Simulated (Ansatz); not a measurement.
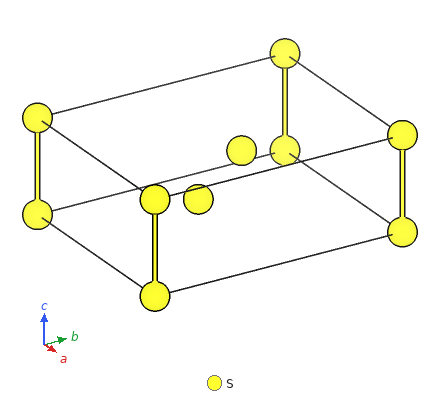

The structure; the drawing may span several cells.

Structure (in its standard cell), the end point of a relaxation with Ansatz 0.2.0, DFT PBE, scalar-relativistic, plane waves, PAW; the starting structure was generated, so it need not be a known form of this composition:

Space group P6/mmm (No. 191). a = 7.884 Å, b = 7.884 Å, c = 2.104 Å, α = 90.00°, β = 90.00°, γ = 120.00°
```
atom  site  symmetry       x       y       z
   S    1a     6/mmm  0.0000  0.0000  0.0000
   S    2d      -6m2  0.3333  0.6667  0.5000
```

Q: Predict the [001] zone-axis pattern (200 kV, kinematic, B = 0.5 Å²).

A: The spots form a hexagonal net with both shortest vectors at d = 3.94 Å, 60.0° apart. They are 2 -1 0 and 1 1 0. The pattern has symmetry 6mm. Reflections such as 0 1 0, 1 -1 0, 1 0 0 are allowed but too weak to see at this display level.

Strongest reflections with d > 1.21 Å, one of each family (|F|² from tabulated Gaussian fits of the electron scattering factors, times a small damping for the curvature of the Ewald sphere):

| hkl | d (Å) | I (strongest = 100) |
| --- | --- | --- |
| 2 -1 0 | 3.942 | 100 |
| 3 0 0 | 2.276 | 44 |
| 4 -2 0 | 1.971 | 31 |
| 5 -1 0 | 1.490 | 14 |
| 6 -3 0 | 1.314 | 10 |

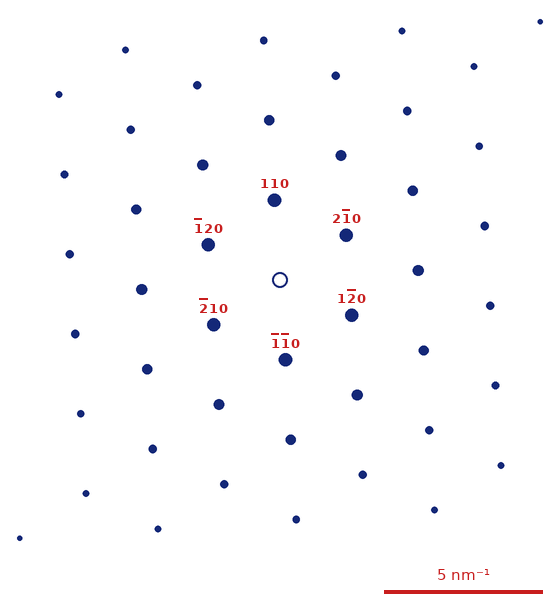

Calculated pattern, seen from the source side with [001] pointing towards the source.
